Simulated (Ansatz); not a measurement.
```
CELL_PARAMETERS angstrom
4.79282 0.00000 0.00000
0.00000 4.79500 0.00000
0.00000 0.00000 3.22986
ATOMIC_POSITIONS crystal
Sn 0.00000 0.00000 0.00000
Sn 0.50000 0.50000 0.50000
O 0.69393 0.69364 0.00000
O 0.19393 0.80636 0.50000
O 0.80607 0.19364 0.50000
O 0.30607 0.30636 0.00000
```

Space group P4₂/mnm; a structure from a database of computed crystals, not necessarily the ambient phase.

The calculation used Ansatz, Kohn-Sham DFT of a periodic cell, PBE with D3(BJ), Ansatz PAW.

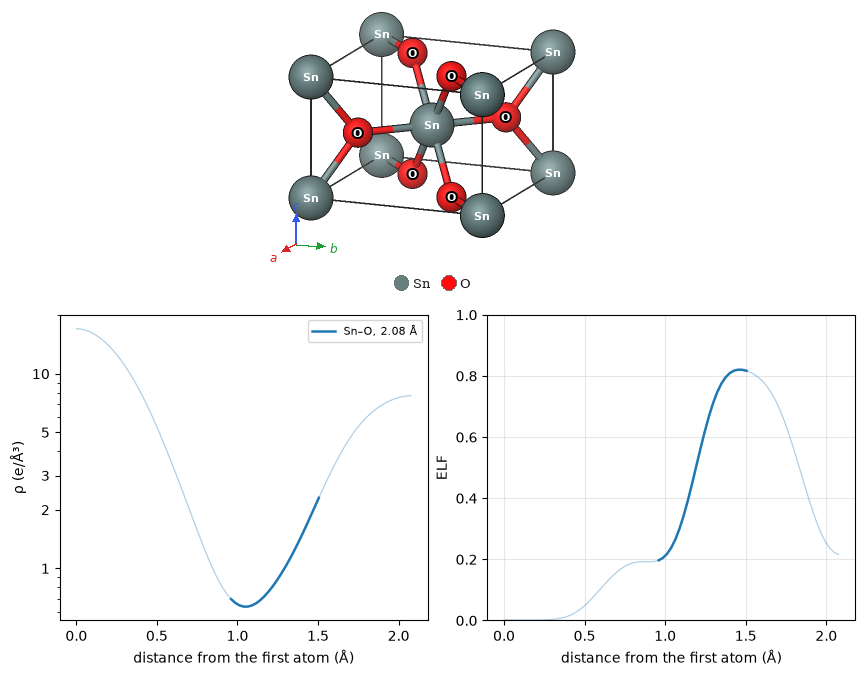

SnO2. Valence charge density (pseudo) and electron localisation function along straight lines between neighbouring atoms. Thin, pale parts lie inside the atomic spheres. The structure is drawn too.

The density is the valence pseudo-density of a PAW calculation; it isn't the true density close to the nuclei.

**What can be read from the curves?**

Sn–O (2.08 Å): the density is about 0.64 e/Å³ at the midpoint; the ELF peaks at about 0.80 in the valence shell of O, 0.6 Å from its nucleus, and is about 0.25 at the midpoint: no localised pair shows between them.
